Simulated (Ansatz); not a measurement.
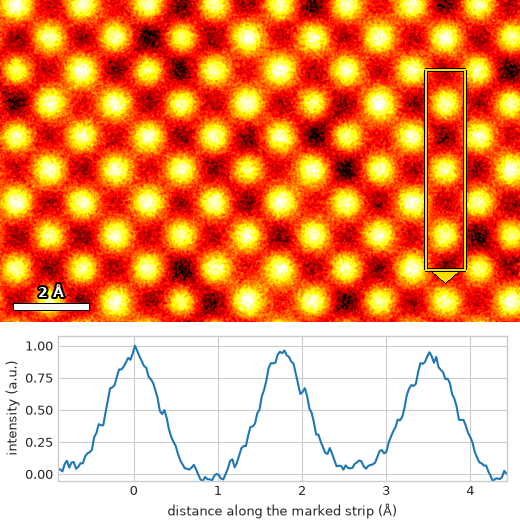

Integrated-DPC-like image of C (Fd-3m, No. 227) along [001]. Simulated as the projected potential of neutral atoms (B = 0.3 Å²) blurred by a 0.50 Å probe, the thin-sample limit of integrated differential phase contrast. The display is stretched by a gamma of 0.65; percentages refer to the linear signal. Shot noise and the speckle of an amorphous layer were added. Structure: the end point of a relaxation with Ansatz 0.2.0, DFT PBEsol, scalar-relativistic, plane waves, PAW; the starting structure was generated, so it need not be a known form of this composition.

```yaml
crystal:
  lattice:
    - [3.55379, 0.00000, 0.00000]
    - [0.00000, 3.55379, 0.00000]
    - [0.00000, 0.00000, 3.55379]
  atoms:
    - { symbol: C, position: [0.50000, 0.00000, 0.50000] }
    - { symbol: C, position: [0.25000, 0.75000, 0.75000] }
    - { symbol: C, position: [0.50000, 0.50000, 0.00000] }
    - { symbol: C, position: [0.25000, 0.25000, 0.25000] }
    - { symbol: C, position: [0.00000, 0.00000, 0.00000] }
    - { symbol: C, position: [0.75000, 0.75000, 0.25000] }
    - { symbol: C, position: [0.00000, 0.50000, 0.50000] }
    - { symbol: C, position: [0.75000, 0.25000, 0.75000] }
```

The curve is the intensity along the marked strip, in the direction of its arrowhead, with zero distance at the first column. Brightness is counted from the darkest point of the image.

> List the columns that the line crosses, with their positions.

| position (Å) | atoms per repeat along the beam | height (% of the highest) |
| --- | --- | --- |
| 0.0 | 1 C | 100 |
| 1.8 | 1 C | 100 |
| 3.6 | 1 C | 100 |
